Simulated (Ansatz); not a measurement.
**Geometry relaxation of Al12O (part 3 of 3)**

The same run, continued: Al12O (slab, 13 atoms in the cell); DFT PBE, scalar-relativistic, plane waves, PAW, PAW set soft_1, no spin polarisation (Ansatz 0.2.0); cutoff 420 eV, 5×5×1 k-mesh, Gaussian smearing of 0.1 eV. The structure derives from an entry of the Crystallography Open Database. The input holds or restrains some coordinates.

Geometry of the input (Å; fractional positions):
```
5.7135  0.0000  0.0000
0.0000  5.7135  0.0000
0.0000  0.0000  19.6747
Al 0.2500  0.2500  0.2033
Al 0.2500  0.7500  0.2033
Al 0.7500  0.2500  0.2033
Al 0.7500  0.7500  0.2033
Al 0.0000  0.0000  0.3093
Al 0.0000  0.5000  0.3093
Al 0.5000  0.0000  0.3093
Al 0.5000  0.5000  0.3093
Al 0.2500  0.2500  0.4155
Al 0.2500  0.7500  0.4155
Al 0.7500  0.2500  0.4155
Al 0.7500  0.7500  0.4155
O  0.5000  0.5000  0.4050
```

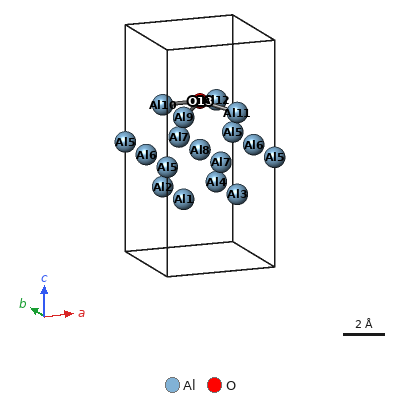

*The geometry at step 5 of the log (ball-and-stick view of the cell of the calculation, with the vacuum cut short, seen slightly off an axis; atoms are numbered from 1 in the order of the input).*

## Log, continued
```
--- Forces (eV/Å), atoms counted from 1 ---
  atom   1  Al    -0.00417320    -0.00417320     0.00208465
  atom   2  Al    -0.00417320     0.00417320     0.00208465
  atom   3  Al     0.00417320    -0.00417320     0.00208465
  atom   4  Al     0.00417320     0.00417320     0.00208465
  atom   5  Al    -0.00000000     0.00000000    -0.30853536
  atom   6  Al     0.00000000     0.00000000     0.12789274
  atom   7  Al     0.00000000     0.00000000     0.12789274
  atom   8  Al    -0.00000000     0.00000000    -0.42658454
  atom   9  Al     0.01816678     0.01816678     0.11822007
  atom  10  Al     0.01816678    -0.01816678     0.11822007
  atom  11  Al    -0.01816678     0.01816678     0.11822007
  atom  12  Al    -0.01816678    -0.01816678     0.11822007
  atom  13  O     -0.00000000    -0.00000000    -0.00188351
  max |Σ_I F_I| component: 9.29e-7 eV/Å
--- Band table (eV; the first three rows and the last of 6) ---
  k-point 0: bands = ["-19.7102", "-10.4391", "-8.2346", "-7.2649", "-7.2649", "-6.2451", "-6.0444", "-5.6823", "-5.6823", "-4.9790", "-4.7509", "-4.0104", "-3.4908", "-3.4908", "-2.6152", "-2.2151", "-2.2151", "-1.8975", "-1.1975", "-0.9038", "-0.9038", "-0.6543", "-0.5560", "0.3502", "0.3502", "0.3941", "0.9036", "1.5704", "1.7271", "1.7271", "2.3547", "2.5618", "3.1917", "3.4764"]
  k-point 1: bands = ["-19.7091", "-10.2712", "-8.1940", "-7.8072", "-7.2057", "-6.7734", "-6.0124", "-5.5619", "-5.2670", "-4.7691", "-4.5055", "-4.0264", "-3.6109", "-3.2999", "-3.0344", "-2.9120", "-2.0435", "-1.7277", "-1.5586", "-1.3337", "-0.5782", "-0.2195", "0.0073", "0.2957", "0.6324", "0.8102", "1.5073", "1.5451", "1.9370", "2.0252", "2.6244", "2.7552", "2.8543", "3.3433"]
  k-point 2: bands = ["-19.7074", "-9.7769", "-8.9526", "-7.8454", "-7.1013", "-7.0636", "-5.9784", "-5.4932", "-5.2089", "-4.7088", "-4.4038", "-4.1497", "-3.9917", "-3.2609", "-3.1025", "-2.7424", "-1.9656", "-1.8237", "-1.3963", "-1.2513", "-0.4179", "-0.2345", "0.0814", "0.6078", "1.0107", "1.1377", "1.6536", "2.2869", "2.3674", "2.5080", "2.6267", "2.9642", "3.2155", "3.2464"]
  k-point 5: bands = ["-19.7048", "-9.1197", "-8.4702", "-8.1702", "-7.7291", "-7.1151", "-7.0749", "-6.2211", "-6.0223", "-5.0621", "-4.8751", "-3.6125", "-3.3872", "-2.4792", "-2.4625", "-1.3198", "-1.2060", "-1.0946", "-0.9175", "-0.6297", "0.0377", "0.2105", "0.4780", "0.5710", "0.6926", "1.1038", "1.3571", "1.5405", "2.0963", "2.3529", "2.4924", "2.7844", "2.8850", "3.1483"]
--- Relaxed structure (9 steps of the walk, 9 accepted, 0 SCFs on fresh bases) ---
  F+E_penalty+E_count = -7013.93655024 eV   max|allowed force component| = 1.884e-3 eV/Å
  atoms:
    - { symbol: Al, position: [0.24999999999999997, 0.24999999999999997, 0.20330683199999997] }
    - { symbol: Al, position: [0.24999999999999997, 0.7499999999999999, 0.20330683199999997] }
    - { symbol: Al, position: [0.7499999999999999, 0.24999999999999997, 0.20330683199999997] }
    - { symbol: Al, position: [0.7499999999999999, 0.7499999999999999, 0.20330683199999997] }
    - { symbol: Al, position: [0.0, 0.0, 0.3092728611] }
    - { symbol: Al, position: [0.0, 0.49999999999999994, 0.3092728611] }
    - { symbol: Al, position: [0.49999999999999994, 0.0, 0.3092728611] }
    - { symbol: Al, position: [0.49999999999999994, 0.49999999999999994, 0.3092728611] }
    - { symbol: Al, position: [0.24999999999999997, 0.24999999999999997, 0.415492858] }
    - { symbol: Al, position: [0.24999999999999997, 0.7499999999999999, 0.415492858] }
    - { symbol: Al, position: [0.7499999999999999, 0.24999999999999997, 0.415492858] }
    - { symbol: Al, position: [0.7499999999999999, 0.7499999999999999, 0.415492858] }
    - { symbol: O, position: [0.49999999999999994, 0.49999999999999994, 0.448299032618863] }
```

## Trajectory as extended XYZ (Å, eV, eV/Å), 9 frames, from step=1 to step=9
```
13
Lattice="5.7135 0.0000 0.0000 0.0000 5.7135 0.0000 0.0000 0.0000 19.6747" Properties=species:S:1:pos:R:3:forces:R:3 step=1 energy=-7013.36309
Al    1.4284    1.4284    4.0000    0.0032   0.0032   0.1335
Al    1.4284    4.2851    4.0000    0.0032  -0.0032   0.1335
Al    4.2851    1.4284    4.0000   -0.0032   0.0032   0.1335
Al    4.2851    4.2851    4.0000   -0.0032  -0.0032   0.1335
Al    0.0000    0.0000    6.0848    0.0000   0.0000  -0.1622
Al    0.0000    2.8568    6.0848    0.0000   0.0000  -0.0776
Al    2.8568    0.0000    6.0848    0.0000   0.0000  -0.0776
Al    2.8568    2.8568    6.0848    0.0000   0.0000  -1.3953
Al    1.4284    1.4284    8.1747   -0.8700  -0.8700   0.0162
Al    1.4284    4.2851    8.1747   -0.8700   0.8700   0.0162
Al    4.2851    1.4284    8.1747    0.8700  -0.8700   0.0162
Al    4.2851    4.2851    8.1747    0.8700   0.8700   0.0162
O     2.8568    2.8568    7.9675    0.0000   0.0000   1.1151
13
Lattice="5.7135 0.0000 0.0000 0.0000 5.7135 0.0000 0.0000 0.0000 19.6747" Properties=species:S:1:pos:R:3:forces:R:3 step=2 energy=-7013.39211
Al    1.4284    1.4284    4.0000    0.0019   0.0019   0.1236
Al    1.4284    4.2851    4.0000    0.0019  -0.0019   0.1236
Al    4.2851    1.4284    4.0000   -0.0019   0.0019   0.1236
Al    4.2851    4.2851    4.0000   -0.0019  -0.0019   0.1236
Al    0.0000    0.0000    6.0848    0.0000   0.0000  -0.1644
Al    0.0000    2.8568    6.0848    0.0000   0.0000  -0.0643
Al    2.8568    0.0000    6.0848    0.0000   0.0000  -0.0643
Al    2.8568    2.8568    6.0848    0.0000   0.0000  -1.1989
Al    1.4284    1.4284    8.1747   -0.8704  -0.8704   0.0084
Al    1.4284    4.2851    8.1747   -0.8704   0.8704   0.0084
Al    4.2851    1.4284    8.1747    0.8704  -0.8704   0.0084
Al    4.2851    4.2851    8.1747    0.8704   0.8704   0.0084
O     2.8568    2.8568    7.9956    0.0000   0.0000   0.9607
13
Lattice="5.7135 0.0000 0.0000 0.0000 5.7135 0.0000 0.0000 0.0000 19.6747" Properties=species:S:1:pos:R:3:forces:R:3 step=3 energy=-7013.52428
Al    1.4284    1.4284    4.0000   -0.0152  -0.0152   0.0702
Al    1.4284    4.2851    4.0000   -0.0152   0.0152   0.0702
Al    4.2851    1.4284    4.0000    0.0152  -0.0152   0.0702
Al    4.2851    4.2851    4.0000    0.0152   0.0152   0.0702
Al    0.0000    0.0000    6.0848    0.0000   0.0000  -0.2001
Al    0.0000    2.8568    6.0848    0.0000   0.0000  -0.0086
Al    2.8568    0.0000    6.0848    0.0000   0.0000  -0.0086
Al    2.8568    2.8568    6.0848    0.0000   0.0000  -0.5840
Al    1.4284    1.4284    8.1747   -0.8037  -0.8037  -0.0338
Al    1.4284    4.2851    8.1747   -0.8037   0.8037  -0.0338
Al    4.2851    1.4284    8.1747    0.8037  -0.8037  -0.0338
Al    4.2851    4.2851    8.1747    0.8037   0.8037  -0.0338
O     2.8568    2.8568    8.1766    0.0000   0.0000   0.6516
13
Lattice="5.7135 0.0000 0.0000 0.0000 5.7135 0.0000 0.0000 0.0000 19.6747" Properties=species:S:1:pos:R:3:forces:R:3 step=4 energy=-7013.66711
Al    1.4284    1.4284    4.0000   -0.0152  -0.0152   0.0212
Al    1.4284    4.2851    4.0000   -0.0152   0.0152   0.0212
Al    4.2851    1.4284    4.0000    0.0152  -0.0152   0.0212
Al    4.2851    4.2851    4.0000    0.0152   0.0152   0.0212
Al    0.0000    0.0000    6.0848    0.0000   0.0000  -0.2433
Al    0.0000    2.8568    6.0848    0.0000   0.0000   0.0581
Al    2.8568    0.0000    6.0848    0.0000   0.0000   0.0581
Al    2.8568    2.8568    6.0848    0.0000   0.0000  -0.5020
Al    1.4284    1.4284    8.1747   -0.6059  -0.6059  -0.0692
Al    1.4284    4.2851    8.1747   -0.6059   0.6059  -0.0692
Al    4.2851    1.4284    8.1747    0.6059  -0.6059  -0.0692
Al    4.2851    4.2851    8.1747    0.6059   0.6059  -0.0692
O     2.8568    2.8568    8.3716    0.0000   0.0000   0.8215
13
Lattice="5.7135 0.0000 0.0000 0.0000 5.7135 0.0000 0.0000 0.0000 19.6747" Properties=species:S:1:pos:R:3:forces:R:3 step=5 energy=-7013.82776
Al    1.4284    1.4284    4.0000   -0.0082  -0.0082  -0.0020
Al    1.4284    4.2851    4.0000   -0.0082   0.0082  -0.0020
Al    4.2851    1.4284    4.0000    0.0082  -0.0082  -0.0020
Al    4.2851    4.2851    4.0000    0.0082   0.0082  -0.0020
Al    0.0000    0.0000    6.0848    0.0000   0.0000  -0.2855
Al    0.0000    2.8568    6.0848    0.0000   0.0000   0.1054
Al    2.8568    0.0000    6.0848    0.0000   0.0000   0.1054
Al    2.8568    2.8568    6.0848    0.0000   0.0000  -0.5060
Al    1.4284    1.4284    8.1747   -0.3282  -0.3282  -0.0409
Al    1.4284    4.2851    8.1747   -0.3282   0.3282  -0.0409
Al    4.2851    1.4284    8.1747    0.3282  -0.3282  -0.0409
Al    4.2851    4.2851    8.1747    0.3282   0.3282  -0.0409
O     2.8568    2.8568    8.5666    0.0000   0.0000   0.7517
13
Lattice="5.7135 0.0000 0.0000 0.0000 5.7135 0.0000 0.0000 0.0000 19.6747" Properties=species:S:1:pos:R:3:forces:R:3 step=6 energy=-7013.93093
Al    1.4284    1.4284    4.0000   -0.0046  -0.0046  -0.0009
Al    1.4284    4.2851    4.0000   -0.0046   0.0046  -0.0009
Al    4.2851    1.4284    4.0000    0.0046  -0.0046  -0.0009
Al    4.2851    4.2851    4.0000    0.0046   0.0046  -0.0009
Al    0.0000    0.0000    6.0848    0.0000   0.0000  -0.3067
Al    0.0000    2.8568    6.0848    0.0000   0.0000   0.1249
Al    2.8568    0.0000    6.0848    0.0000   0.0000   0.1249
Al    2.8568    2.8568    6.0848    0.0000   0.0000  -0.4526
Al    1.4284    1.4284    8.1747   -0.0485  -0.0485   0.0761
Al    1.4284    4.2851    8.1747   -0.0485   0.0485   0.0761
Al    4.2851    1.4284    8.1747    0.0485  -0.0485   0.0761
Al    4.2851    4.2851    8.1747    0.0485   0.0485   0.0761
O     2.8568    2.8568    8.7666    0.0000   0.0000   0.2072
13
Lattice="5.7135 0.0000 0.0000 0.0000 5.7135 0.0000 0.0000 0.0000 19.6747" Properties=species:S:1:pos:R:3:forces:R:3 step=7 energy=-7013.93475
Al    1.4284    1.4284    4.0000   -0.0037  -0.0037   0.0042
Al    1.4284    4.2851    4.0000   -0.0037   0.0037   0.0042
Al    4.2851    1.4284    4.0000    0.0037  -0.0037   0.0042
Al    4.2851    4.2851    4.0000    0.0037   0.0037   0.0042
Al    0.0000    0.0000    6.0848    0.0000   0.0000  -0.3090
Al    0.0000    2.8568    6.0848    0.0000   0.0000   0.1288
Al    2.8568    0.0000    6.0848    0.0000   0.0000   0.1288
Al    2.8568    2.8568    6.0848    0.0000   0.0000  -0.4113
Al    1.4284    1.4284    8.1747    0.0525   0.0525   0.1422
Al    1.4284    4.2851    8.1747    0.0525  -0.0525   0.1422
Al    4.2851    1.4284    8.1747   -0.0525   0.0525   0.1422
Al    4.2851    4.2851    8.1747   -0.0525  -0.0525   0.1422
O     2.8568    2.8568    8.8491    0.0000   0.0000  -0.1234
13
Lattice="5.7135 0.0000 0.0000 0.0000 5.7135 0.0000 0.0000 0.0000 19.6747" Properties=species:S:1:pos:R:3:forces:R:3 step=8 energy=-7013.93655
Al    1.4284    1.4284    4.0000   -0.0042  -0.0042   0.0021
Al    1.4284    4.2851    4.0000   -0.0042   0.0042   0.0021
Al    4.2851    1.4284    4.0000    0.0042  -0.0042   0.0021
Al    4.2851    4.2851    4.0000    0.0042   0.0042   0.0021
Al    0.0000    0.0000    6.0848    0.0000   0.0000  -0.3085
Al    0.0000    2.8568    6.0848    0.0000   0.0000   0.1280
Al    2.8568    0.0000    6.0848    0.0000   0.0000   0.1280
Al    2.8568    2.8568    6.0848    0.0000   0.0000  -0.4265
Al    1.4284    1.4284    8.1747    0.0182   0.0182   0.1182
Al    1.4284    4.2851    8.1747    0.0182  -0.0182   0.1182
Al    4.2851    1.4284    8.1747   -0.0182   0.0182   0.1182
Al    4.2851    4.2851    8.1747   -0.0182  -0.0182   0.1182
O     2.8568    2.8568    8.8201    0.0000   0.0000  -0.0019
13
Lattice="5.7135 0.0000 0.0000 0.0000 5.7135 0.0000 0.0000 0.0000 19.6747" Properties=species:S:1:pos:R:3:forces:R:3 step=9 energy=-7013.93655
Al    1.4284    1.4284    4.0000   -0.0042  -0.0042   0.0021
Al    1.4284    4.2851    4.0000   -0.0042   0.0042   0.0021
Al    4.2851    1.4284    4.0000    0.0042  -0.0042   0.0021
Al    4.2851    4.2851    4.0000    0.0042   0.0042   0.0021
Al    0.0000    0.0000    6.0848    0.0000   0.0000  -0.3085
Al    0.0000    2.8568    6.0848    0.0000   0.0000   0.1279
Al    2.8568    0.0000    6.0848    0.0000   0.0000   0.1279
Al    2.8568    2.8568    6.0848    0.0000   0.0000  -0.4266
Al    1.4284    1.4284    8.1747    0.0182   0.0182   0.1182
Al    1.4284    4.2851    8.1747    0.0182  -0.0182   0.1182
Al    4.2851    1.4284    8.1747   -0.0182   0.0182   0.1182
Al    4.2851    4.2851    8.1747   -0.0182  -0.0182   0.1182
O     2.8568    2.8568    8.8201    0.0000   0.0000  -0.0019
```

## Key numbers

```csv
quantity,value
outcome,converged under the restraints of the input
electrons treated,42
free energy,−7013.9366 eV
"work function, top face",4.35 eV
"work function, bottom face",4.41 eV
Fermi energy,−0.353 eV
gap on the k-point mesh,none (metallic)
final volume,642.27 Å³
work function (upper face),4.35 eV
"largest force (length of the vector) at the end, held atoms and coordinates included",0.427 eV/Å
hardware,"1 thread of AMD EPYC (Zen 3), 32 GiB of memory available, shared host"
wall time,97 s
peak memory,0.67 GiB
```
